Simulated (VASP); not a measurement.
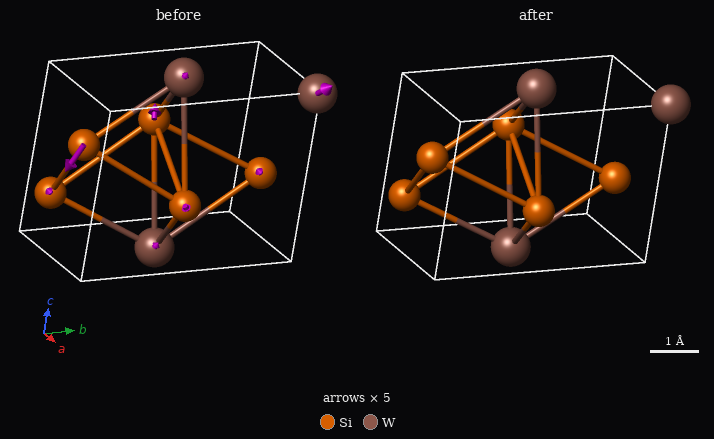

The structure of a crystal of Si2W (set up in P1) before (left) and after (right) a relaxation, at one scale. The purple arrows give the displacements (the part carried along by the change of the cell is left out), 5 times their true length.

A ball-and-stick model of the cell of the calculation, reduced to other axes, seen slightly off an axis. Lengths and directions refer to the drawn axes.

The run lets cell and atoms move.

Method: Kohn-Sham DFT of a periodic cell, PBE, VASP PAW PBE potentials, recommended in VASP.

Input file:
```
ALGO     = Normal         # electronic algorithm
EDIFF    = 1E-6           # SCF threshold, eV
EDIFFG   = -0.01          # ionic threshold
ENCUT    = 600            # plane-wave cutoff, eV
GGA      = PE             # functional
IBRION   = 2              # ionic algorithm
ISIF     = 3              # what is computed and relaxed
ISMEAR   = 0              # smearing method
LASPH    = True           # aspherical terms in the spheres
LCHARG   = False          # write CHGCAR
LREAL    = False          # projectors in reciprocal space
LWAVE    = False          # write WAVECAR
NELM     = 60             # most SCF steps
NSW      = 40             # ionic steps
PREC     = Accurate       # precision mode
SIGMA    = 0.05           # smearing width, eV
```

Run as
```bash
cat potpaw_PBE.64/Si/POTCAR potpaw_PBE.64/W_sv/POTCAR > POTCAR
mpirun -np 1 vasp_std > vasp.out
```

**What changed between the two?**

A Si atom moves most relative to the cell: 0.15 Å roughly along [0 −1 −2]. Largest moves by element: Si 0.15 Å, W 0.11 Å. The drawn cell changes as follows: a 4.511 → 4.569 Å (+1.3 %), b 4.545 → 4.570 Å (+0.6 %), c 4.711 → 4.548 Å (−3.5 %), α 87.4° → 90.0°, β 62.7° → 59.8°, γ 87.8° → 90.0°; the volume changes by −4.2 %. Near-neighbour distances that change, for instance: Si–W 2.993 → 2.633 Å, Si–Si 2.862 → 2.598 Å, Si–W 2.411 → 2.628 Å, Si–Si 2.846 → 2.646 Å. The space group (tolerance 0.01 Å) goes from P1 (No. 1) to I4/mmm (No. 139). After 15 geometry steps the energy has fallen by 0.840 eV per cell of the calculation. Largest force component: 1.6 eV/Å at the start, 0.0063 eV/Å at the end. Pressure: −5.88 GPa at the start and −0.01 GPa at the end.
